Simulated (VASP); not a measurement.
## As: geometry relaxation (part 2 of 3)

Continued. System: As (Cmce, 4 atoms in the cell). Method: Kohn-Sham DFT of a periodic cell, r2SCAN, VASP PAW PBE potentials, recommended, no spin polarisation (VASP 6.6.1); cutoff 600 eV, 12×12×8 k-mesh, methfessel-paxton of 0.1 eV. The structure derives from an entry of the Crystallography Open Database.

Geometry of the input (Å; fractional positions):
```
1.8250  -5.5000  0.0000
1.8250  5.5000  0.0000
0.0000  0.0000  4.4700
As 0.1100  0.8900  0.0600
As 0.6100  0.3900  0.4400
As 0.8900  0.1100  0.9400
As 0.3900  0.6100  0.5600
```

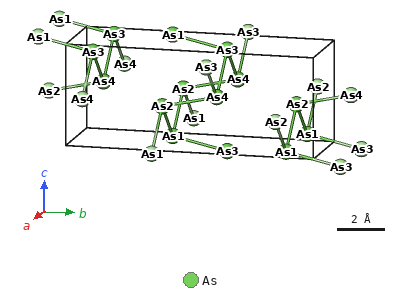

Fig. 1: The input geometry (ball-and-stick view of the cell 2 times as large as that of the calculation, set on its symmetry axes, seen slightly off an axis; neighbours outside the cell are drawn fainter; atoms are numbered from 1 in the order of the input). An atom can appear more than once, as a periodic image.

**Parts of OUTCAR, continued**
```
The dynamic configuration has the point symmetry C_2h.
 The point group associated with its full space group is D_2h.

 Subroutine INISYM returns: Found  8 space group operations
 (whereof  4 operations are pure point group operations),
 and found     1 'primitive' translations

----------------------------------------------------------------------------------------

                                     Primitive cell

  volume of cell :      89.7353

  direct lattice vectors                    reciprocal lattice vectors
     1.825000000 -5.500000000  0.000000000     0.273972603 -0.090909091  0.000000000
     1.825000000  5.500000000  0.000000000     0.273972603  0.090909091  0.000000000
     0.000000000  0.000000000  4.470000000     0.000000000  0.000000000  0.223713647

  length of vectors
     5.794879205  5.794879205  4.470000000     0.288661480  0.288661480  0.223713647

  position of ions in fractional coordinates (direct lattice)
     0.110000000  0.890000000  0.060000000
     0.610000000  0.390000000  0.440000000
     0.890000000  0.110000000  0.940000000
     0.390000000  0.610000000  0.560000000

  ion indices of the primitive-cell ions
   primitive index   ion index
                 1           1
                 2           2
                 3           3
                 4           4

----------------------------------------------------------------------------------------

 KPOINTS: regular mesh

Automatic generation of k-mesh.
 Grid dimensions read from file:
 generate k-points for:   12   12    8

 Generating k-lattice:

  Cartesian coordinates                     Fractional coordinates (reciprocal lattice)
     0.022831050 -0.007575758  0.000000000     0.083333333 -0.000000000  0.000000000
     0.022831050  0.007575758  0.000000000    -0.000000000  0.083333333  0.000000000
     0.000000000  0.000000000  0.027964206     0.000000000  0.000000000  0.125000000

  Length of vectors
     0.024055123  0.024055123  0.027964206

  Shift w.r.t. Gamma in fractional coordinates (k-lattice)
     0.000000000  0.000000000  0.000000000

 Subroutine IBZKPT returns following result:
 ===========================================

 Found    215 irreducible k-points:

 Following reciprocal coordinates:
            Coordinates               Weight
  0.000000  0.000000  0.000000      1.000000
  0.083333  0.000000  0.000000      4.000000
  0.166667 -0.000000  0.000000      4.000000
  0.250000  0.000000  0.000000      4.000000
  0.333333 -0.000000  0.000000      4.000000
  0.416667  0.000000  0.000000      4.000000
  0.500000  0.000000  0.000000      2.000000
  0.083333  0.083333  0.000000      2.000000
  0.166667  0.083333  0.000000      4.000000
  0.250000  0.083333  0.000000      4.000000
  0.333333  0.083333  0.000000      4.000000
  0.416667  0.083333  0.000000      4.000000
  0.500000  0.083333  0.000000      4.000000
 -0.416667  0.083333  0.000000      4.000000
 -0.333333  0.083333  0.000000      4.000000
 -0.250000  0.083333  0.000000      4.000000
 -0.166667  0.083333  0.000000      4.000000
 -0.083333  0.083333  0.000000      2.000000
  0.166667  0.166667  0.000000      2.000000
  0.250000  0.166667  0.000000      4.000000
  0.333333  0.166667  0.000000      4.000000
  0.416667  0.166667  0.000000      4.000000
  0.500000  0.166667  0.000000      4.000000
 -0.416667  0.166667  0.000000      4.000000
 [... further k-points ...]
   k-points           NKPTS =    215   k-points in BZ     NKDIM =    215   number of bands    NBANDS=     14
   number of dos      NEDOS =    301   number of ions     NIONS =      4
   total plane-waves  NPLWV =  82944
   dimension x,y,z NGX =    48 NGY =   48 NGZ =   36
   dimension x,y,z NGXF=    96 NGYF=   96 NGZF=   72
   ions per type =               4
   NGX,Y,Z   is equivalent  to a cutoff of  13.77, 13.77, 13.39 a.u.
   NGXF,Y,Z  is equivalent  to a cutoff of  27.54, 27.54, 26.78 a.u.
 SYSTEM =  As
   PREC   = accura    normal or accurate (medium, high low for compatibility)
   ISTART =      0    job   : 0-new  1-cont  2-samecut
   ICHARG =      2    charge: 1-file 2-atom 10-const
   ISPIN  =      1    spin polarized calculation?
   LNONCOLLINEAR =      F non collinear calculations
   LSORBIT =      F    spin-orbit coupling
   LASPH  =      T    aspherical Exc in radial PAW
   ENCUT  =  600.0 eV  44.10 Ry    6.64 a.u.  11.57 11.57  8.93*2*pi/ulx,y,z
   NELM   =     80;   NELMIN=  2; NELMDL= -5     # of ELM steps
   EDIFF  = 0.1E-05   stopping-criterion for ELM
   LREAL  =      F    real-space projection
   EDIFFG = -.1E-01   stopping-criterion for IOM
   NSW    =     90    number of steps for IOM
   IBRION =      2    ionic relax: 0-MD 1-quasi-New 2-CG
   NFREE  =      1    steps in history (QN), initial steepest desc. (CG)
   ISIF   =      3    stress and relaxation
   ISYM   =      2    0-nonsym 1-usesym 2-fastsym
   POTIM  = 0.5000    time-step for ionic-motion
   TEBEG  =    0.0;   TEEND  =   0.0 temperature during run
   PSTRESS=    0.0 pullay stress
   NELECT =      20.0000    total number of electrons
   NUPDOWN=      -1.0000    fix difference up-down
   EMIN   =  10.00;   EMAX   =-10.00  energy-range for DOS
   EFERMI =   0.00;   METHOD = LEGACY
   ISMEAR =     1;   SIGMA  =   0.10  broadening in eV -4-tet -1-fermi 0-gaus
   EFERMI_NEDOS =   21; number of points for ismear=-14 and -15
   IALGO  =     38    algorithm
   IMIX   =      4    mixing-type and parameters
     AMIX     =   0.40;   BMIX     =  1.00
     AMIX_MAG =   1.60;   BMIX_MAG =  1.00
  volume/ion in A,a.u.               =      22.43       151.39
  Fermi-wavevector in a.u.,A,eV,Ry     =   0.992576  1.875697 13.404559  0.985207
  Thomas-Fermi vector in A             =   2.124398
   LORBIT       =      0    0 simple, 1 ext, 2 COOP (PROOUT), +10 PAW based schemes
   METAGGA = R2SCAN    functional components
   LHFCALC =     F    Hartree Fock is set to
   AEXX    =    0.0000 exact exchange contribution
   IVDW    =     0    specifies the selected vdW correction
   LEPSILON=     F    determine dielectric tensor
   LRPA    =     F    only Hartree local field effects (RPA)
 conjugate gradient relaxation of ions
 non-spin polarized calculation
 Methfessel and Paxton  Order N= 1 SIGMA  =   0.10
  energy-cutoff  :      600.00
  volume of cell :       89.74
 maximum number of plane-waves:      3023
 NGX is ok and might be reduce to    48
   NGX = 23   NGY = 23   NGZ = 17

--------------------------------------- Ionic step        1  -------------------------------------------

 number of electron      20.0000001 magnetization

 Free energy of the ion-electron system (eV)
  ---------------------------------------------------
  ext. energy  EPLUGINS =         0.00000000
  ---------------------------------------------------
  free energy    TOTEN  =       -58.74720559 eV

  energy without entropy =      -58.74709643  energy(sigma->0) =      -58.74716921

 E-fermi :   4.6582     XC(G=0): -10.1435     alpha+bet : -9.8324

 val. band max:        4.6452139550   @ k =   0.5000   0.4167   0.0000
 cond. band min:       4.6583425642   @ k =  -0.4167   0.4167   0.0000
 fundamental gap:      0.0131286091
 Fermi energy:         4.6582262495

 k-point     1 :       0.0000    0.0000    0.0000
  band No.  band energies     occupation
      1     -10.7956      2.00000
      2      -7.8989      2.00000
      3      -5.1219      2.00000
      4      -1.6455      2.00000
      5      -1.5159      2.00000
      6       0.1746      2.00000
      7       1.4121      2.00000
      8       2.2959      2.00000
      9       2.6370      2.00000
     10       3.5046      2.00000
     11       6.7557      0.00000
     12       6.9738      0.00000
     13       7.3575      0.00000
     14       8.1740      0.00000

 k-point     2 :       0.0833    0.0000    0.0000
  band No.  band energies     occupation
      1     -10.7187      2.00000
      2      -7.8377      2.00000
      3      -5.2045      2.00000
      4      -1.7360      2.00000
      5      -1.5582      2.00000
      6       0.2508      2.00000
      7       1.1520      2.00000
      8       2.3340      2.00000
      9       2.5224      2.00000
     10       3.5520      2.00000
     11       6.8090      0.00000
     12       7.4248      0.00000
     13       7.6684      0.00000
     14       7.7755      0.00000

 k-point     3 :       0.1667   -0.0000    0.0000
  band No.  band energies     occupation
      1     -10.4896      2.00000
      2      -7.6538      2.00000
      3      -5.4732      2.00000
      4      -2.3382      2.00000
      5      -1.2999      2.00000
      6       0.4726      2.00000
      7       0.6850      2.00000
      8       2.3108      2.00000
      9       2.4376      2.00000
     10       3.6318      2.00000
     11       6.7333      0.00000
     12       7.1156      0.00000
     13       7.7921      0.00000
     14       8.3597      0.00000

 k-point     4 :       0.2500    0.0000    0.0000
  band No.  band energies     occupation
      1     -10.1125      2.00000
      2      -7.3467      2.00000
      3      -5.9580      2.00000
      4      -3.1661      2.00000
      5      -0.8829      2.00000
      6       0.3834      2.00000
      7       0.8174      2.00000
      8       2.1778      2.00000
      9       2.5574      2.00000
     10       3.5866      2.00000
     11       5.8686     -0.00000
     12       7.0739      0.00000
     13       7.1745      0.00000
     14       7.6731      0.00000

 k-point     5 :       0.3333   -0.0000    0.0000
  band No.  band energies     occupation
      1      -9.5959      2.00000
      2      -6.9160      2.00000
      3      -6.6347      2.00000
      4      -4.0588      2.00000
      5      -0.3357      2.00000
      6       0.3634      2.00000
      7       1.2389      2.00000
      8       2.1348      2.00000
      9       2.5591      2.00000
     10       3.2451      2.00000
     11       5.2452     -0.00000
     12       6.4038     -0.00000
     13       6.6557     -0.00000
     14       7.4719      0.00000

 [... the levels of 18 k-points are left out ...]

 k-point    24 :      -0.4167    0.1667    0.0000
  band No.  band energies     occupation
      1      -9.9614      2.00000
      2      -7.7188      2.00000
      3      -5.9878      2.00000
      4      -3.0558      2.00000
      5      -0.2979      2.00000
      6       0.3462      2.00000
      7       1.0185      2.00000
      8       1.8692      2.00000
      9       2.4877      2.00000
     10       3.7344      2.00000
     11       5.4543     -0.00000
     12       6.6312     -0.00000
     13       7.3022      0.00000
     14       7.9618      0.00000

 [... further k-points ...]

------------------------ aborting loop because EDIFF is reached ----------------------------------------

  FORCE on cell =-STRESS in cart. coord.  units (eV):
  Direction    XX          YY          ZZ          XY          YZ          ZX
  --------------------------------------------------------------------------------------
  -------------------------------------------------------------------------------------
  Total        1.2138624      0.6425372      0.5902395      0.0000000     -0.0000000      0.0000000
  in kB       21.6728964     11.4721760     10.5384258      0.0000000     -0.0000000      0.0000000
  external PRESSURE =      14.5611661 kB  Pullay stress =       0.0000000 kB

 VOLUME and BASIS-vectors are now :
 -----------------------------------------------------------------------------
  energy-cutoff  :      600.00
  volume of cell :       89.74
      direct lattice vectors                 reciprocal lattice vectors
     1.825000000 -5.500000000  0.000000000     0.273972603 -0.090909091  0.000000000
     1.825000000  5.500000000  0.000000000     0.273972603  0.090909091  0.000000000
     0.000000000  0.000000000  4.470000000     0.000000000  0.000000000  0.223713647

 POSITION                                       TOTAL-FORCE (eV/Angst)
 -----------------------------------------------------------------------------------
      1.82500      4.29000      0.26820         0.000000      0.127882      0.328504
      1.82500     -1.21000      1.96680         0.000000      0.127882     -0.328504
      1.82500     -4.29000      4.20180         0.000000     -0.127882     -0.328504
      1.82500      1.21000      2.50320         0.000000     -0.127882      0.328504
 -----------------------------------------------------------------------------------
    total drift:                               -0.000000      0.000000     -0.000000

  FREE ENERGIE OF THE ION-ELECTRON SYSTEM (eV)
  ---------------------------------------------------
  free  energy   TOTEN  =       -58.7472055921 eV

  energy  without entropy=      -58.7470964314  energy(sigma->0) =      -58.74716921

--------------------------------------- Ionic step        2  -------------------------------------------

 number of electron      19.9999999 magnetization

------------------------ aborting loop because EDIFF is reached ----------------------------------------

  FORCE on cell =-STRESS in cart. coord.  units (eV):
  Direction    XX          YY          ZZ          XY          YZ          ZX
  --------------------------------------------------------------------------------------
  -------------------------------------------------------------------------------------
  Total       -0.0354252     -0.1688818      0.3408515      0.0000000      0.0000000      0.0000000
  in kB       -0.6142069     -2.9280944      5.9097278      0.0000000      0.0000000      0.0000000
  external PRESSURE =       0.7891422 kB  Pullay stress =       0.0000000 kB

 VOLUME and BASIS-vectors are now :
 -----------------------------------------------------------------------------
  energy-cutoff  :      600.00
  volume of cell :       92.41
      direct lattice vectors                 reciprocal lattice vectors
     1.851717974 -5.542621839  0.000000000     0.270019521 -0.090210015 -0.000000000
     1.851717974  5.542621839  0.000000000     0.270019521  0.090210015  0.000000000
     0.000000000 -0.000000000  4.501820497     0.000000000  0.000000000  0.222132357

 POSITION                                       TOTAL-FORCE (eV/Angst)
 -----------------------------------------------------------------------------------
      1.85172      4.32946      0.28607         0.000000      0.211953      0.192841
      1.85172     -1.21316      1.96484         0.000000      0.211953     -0.192841
      1.85172     -4.32946      4.21575         0.000000     -0.211953     -0.192841
      1.85172      1.21316      2.53698         0.000000     -0.211953      0.192841
 -----------------------------------------------------------------------------------
    total drift:                                0.000000     -0.000000      0.000000

  FREE ENERGIE OF THE ION-ELECTRON SYSTEM (eV)
  ---------------------------------------------------
  free  energy   TOTEN  =       -58.7816044540 eV

  energy  without entropy=      -58.7818298511  energy(sigma->0) =      -58.78167959

--------------------------------------- Ionic step        3  -------------------------------------------

 number of electron      19.9999998 magnetization

------------------------ aborting loop because EDIFF is reached ----------------------------------------

  FORCE on cell =-STRESS in cart. coord.  units (eV):
  Direction    XX          YY          ZZ          XY          YZ          ZX
  --------------------------------------------------------------------------------------
  -------------------------------------------------------------------------------------
  Total       -0.7184978     -0.5788540      0.1924423      0.0000000      0.0000000      0.0000000
  in kB      -12.2545297     -9.8727976      3.2822502      0.0000000      0.0000000      0.0000000
  external PRESSURE =      -6.2816924 kB  Pullay stress =       0.0000000 kB

 VOLUME and BASIS-vectors are now :
 -----------------------------------------------------------------------------
  energy-cutoff  :      600.00
  volume of cell :       93.94
      direct lattice vectors                 reciprocal lattice vectors
     1.866795057 -5.566673551  0.000000000     0.267838721 -0.089820248 -0.000000000
     1.866795057  5.566673551  0.000000000     0.267838721  0.089820248  0.000000000
     0.000000000 -0.000000000  4.519776959     0.000000000  0.000000000  0.221249856

 POSITION                                       TOTAL-FORCE (eV/Angst)
 -----------------------------------------------------------------------------------
      1.86680      4.35175      0.29619         0.000000      0.254479      0.117412
      1.86680     -1.21493      1.96370         0.000000      0.254479     -0.117412
      1.86680     -4.35175      4.22359         0.000000     -0.254479     -0.117412
      1.86680      1.21493      2.55608         0.000000     -0.254479      0.117412
 -----------------------------------------------------------------------------------
    total drift:                                0.000000      0.000000     -0.000000

  FREE ENERGIE OF THE ION-ELECTRON SYSTEM (eV)
  ---------------------------------------------------
  free  energy   TOTEN  =       -58.7867553571 eV

  energy  without entropy=      -58.7869725122  energy(sigma->0) =      -58.78682774

[... ionic steps 4 to 12 ...]
```
